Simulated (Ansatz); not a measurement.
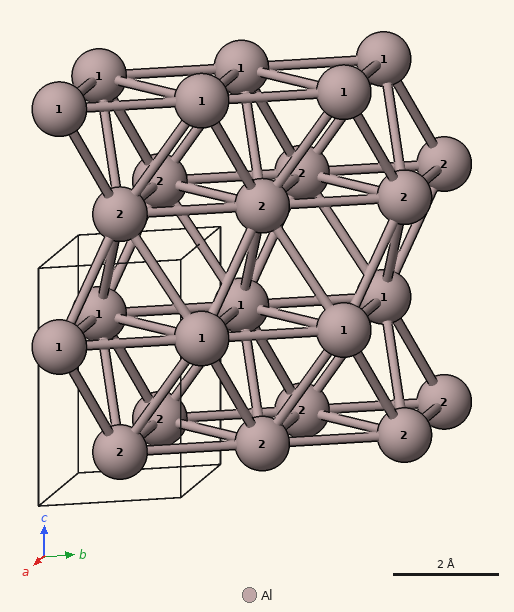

Reference structure: a crystal of Al (set up in P6_3/mmc). Style: ball-and-stick. Shown: the cell of the calculation, repeated 2 × 3 × 2 with one cell outlined, slightly off an axis.

Computed with DFT PBE+D3(BJ), scalar-relativistic, plane waves, PAW in Ansatz 0.2.0. (plane-wave cutoff 420 eV; k-point mesh 24 × 24 × 12; occupations gaussian; smearing width 0.1 eV; no spin polarisation)

Change: Biaxial strain in the a–b plane, +3.0 %, is applied. The c axis and the atoms are relaxed.

**Predict the response.**

Energy change: +11.6 meV per atom. The pressure goes from 0.0 to −2.1 GPa. The principal stresses (compression positive) are 0.0 GPa along c and −3.2 GPa across it. It is metallic before and after. Cell: a = b 2.804 → 2.888 Å (+3.0 %), c 4.676 → 4.540 Å (−2.9 %). Volume +3.0 %. No atom moves by more than 0.005 Å relative to the cell. Near-neighbour distances before and after: Al–Al 2.804 → 2.888 Å, Al–Al 2.844 → 2.817 Å. The space group stays P6_3/mmc (No. 194).

The changed structure in the same view:

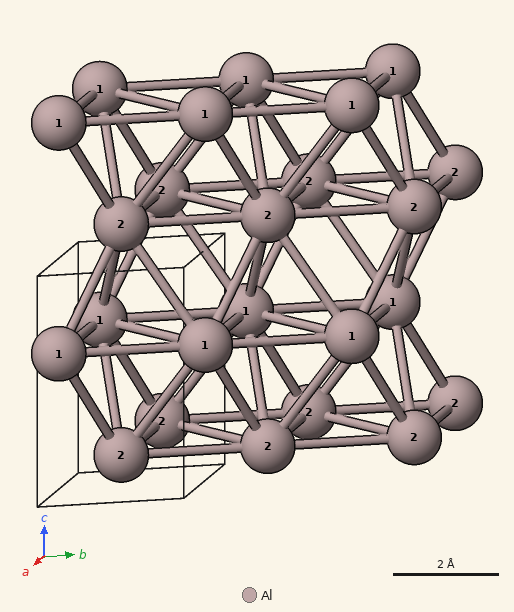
